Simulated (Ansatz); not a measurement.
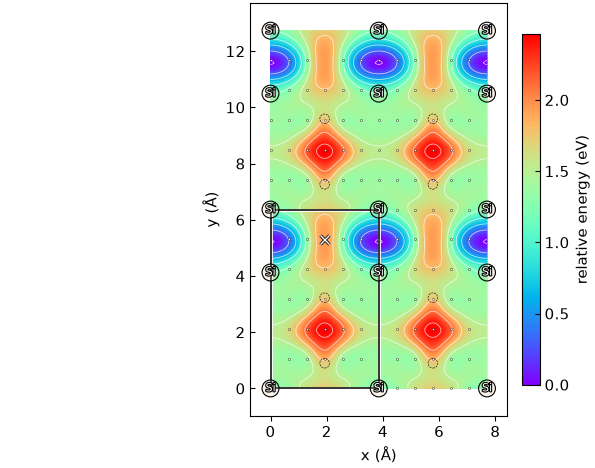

Energy landscape of S on a Si(100) slab cut from the P6_3/mmc phase, its upper half relaxed before the scan (16 atoms of substrate and one adsorbate in a 2 × 1 cell). 
- S is moved over the surface cell; relaxed at each place: the height of the adsorbate's atoms; substrate rigid; the origin of the map has the adsorbate above Si13.
- Places are given modulo a cell vector. The map is drawn in real space over the plane of the surface.
- The grid has 6 × 6 points; 23 points were computed and 12 follow by symmetry. At 1 point there is no value.
- Places are given in fractions of the 1 × 1 surface cell.
- All energies are given in eV relative to the lowest grid point.
- Theory: DFT PBE, scalar-relativistic, plane waves, PAW (Ansatz). Settings: cutoff 420 eV, k-mesh 4×4×1, gaussian smearing 0.05 eV, spin-polarised.

Drawn: a smooth colour map with a few white contour lines, crosses at grid points without a value, dots at the grid points, labelled circles for the atoms of the top layer and small ones for the second layer, the outline of one cell of the 2 × 2 shown. Between grid points the surface is interpolated. 

What does the map say about the system?

The lowest grid point is at (0/6, 5/6) of the cell vectors [nearest 2 Si at 2.18 Å]. The highest grid point, (3/6, 2/6) of the cell vectors [nearest 2 Si at 2.50 Å], lies 2.46 eV above the lowest. At the lowest point the adsorbate has 2 Si at 2.18 Å as nearest neighbours, at the highest 2 Si at 2.50 Å. Its relaxed height above the top atom is 1.87 Å at the lowest and 1.31 Å at the highest point.

Each point was launched as `ansatz run input.yaml --threads 4 --pin off --max-ram 12288MiB --backend cpu --events-out ev --progress --plain --runs-dir out`. The whole map (23 points run) took 2.2 h on 4 threads of Arm Neoverse N1, with other jobs on the host.

PAW datasets: the set soft_1.
